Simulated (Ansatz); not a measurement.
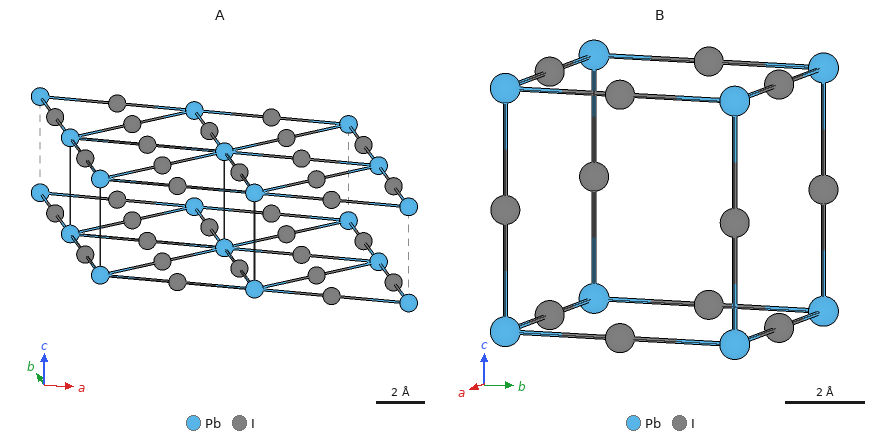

Two structures of PbI$_{3}$, each relaxed to rest (conventional cells in solid outline, small ones repeated, not to one scale). Method: DFT PBE, scalar-relativistic, plane waves, PAW (Ansatz), without spin polarisation.

Question: Characterise the two forms.

Answer: A: 4 atoms a cell on a primitive hexagonal lattice, P6/mmm. B: ReO₃ type, Pm-3m.

Question: A or B: which is lower in energy?

Answer: B is lower, by 296 meV/atom at this level of theory (energies at zero smearing). Volumes: A 43.3, B 61.6 Å³/atom.

One or both may be structure types tried for this composition rather than known phases.
